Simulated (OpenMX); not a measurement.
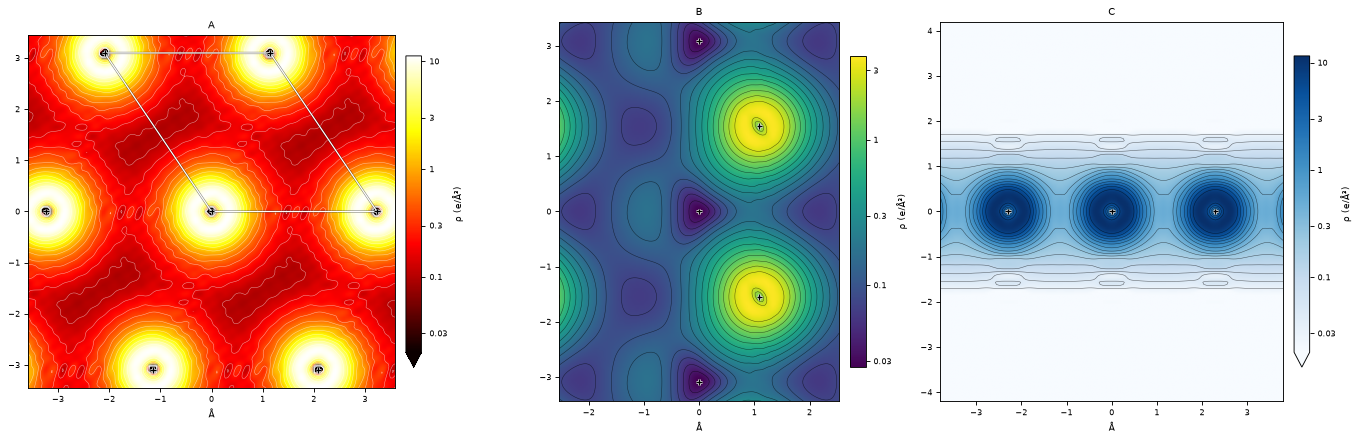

The valence pseudo-density of 3 systems, each on a plane through atoms (crosses mark nuclei in the plane).

These are results of OpenMX 3.8.5, Kohn-Sham DFT of a periodic cell, PBE, OpenMX 2013 PBE set, not measurements.

System 1: Sb, the (101̄) plane of the conventional cell. Space group P-1; a structure from a database of computed crystals, not necessarily the ambient phase; changed on purpose from its base cell (cell strained at random at fixed volume); computed pressure about 5 GPa in this cell.

```
Sb
1.0
    -1.78061   -1.81275   -1.86575
     1.82583    1.83838   -1.93660
     1.86645   -1.92422    1.89137
Sb
1
Direct
  0.50000 0.00000 0.50000
```

System 2: AlN, the (011) plane of the conventional cell. Space group F-43m; a structure from a database of computed crystals, not necessarily the ambient phase; computed pressure about 5 GPa in this cell.

```yaml
crystal:
  lattice:
    - [4.36799, 0.00000, 0.00000]
    - [0.00000, 0.00000, -4.36799]
    - [0.00000, 4.36799, 0.00000]
  atoms:
    - { symbol: Al, position: [0.50000, 0.50000, 0.00000] }
    - { symbol: Al, position: [0.00000, 0.50000, 0.50000] }
    - { symbol: Al, position: [0.00000, 0.00000, 0.00000] }
    - { symbol: Al, position: [0.50000, 0.00000, 0.50000] }
    - { symbol: N, position: [0.25000, 0.75000, 0.25000] }
    - { symbol: N, position: [0.75000, 0.75000, 0.75000] }
    - { symbol: N, position: [0.75000, 0.25000, 0.25000] }
    - { symbol: N, position: [0.25000, 0.25000, 0.75000] }
```

System 3: V, the (100) plane of the calculation cell, a cut from vacuum to vacuum. 

```cif
data_structure
_symmetry_space_group_name_H-M 'P 1'
_symmetry_Int_Tables_number 1
_cell_length_a 2.2955
_cell_length_b 2.2955
_cell_length_c 23.8000
_cell_angle_alpha 90.000
_cell_angle_beta 90.000
_cell_angle_gamma 90.000
_cell_volume 125.41
loop_
_atom_site_label
_atom_site_type_symbol
_atom_site_fract_x
_atom_site_fract_y
_atom_site_fract_z
_atom_site_occupancy
V1 V 0.50000 0.50000 0.29412 1
```

Match each panel to its system.

Answer. Panel A is system 1, Sb: the plane holds Sb. Sb–Sb (3.23 Å): the density is about 0.28 e/Å³ at the midpoint. Panel B is system 2, AlN: the plane holds Al and N. Al–N (1.89 Å): ρ is about 0.62 e/Å³ halfway. Panel C is system 3, V: the plane holds V. V–V (2.30 Å): the density is about 0.5 e/Å³ at the midpoint.
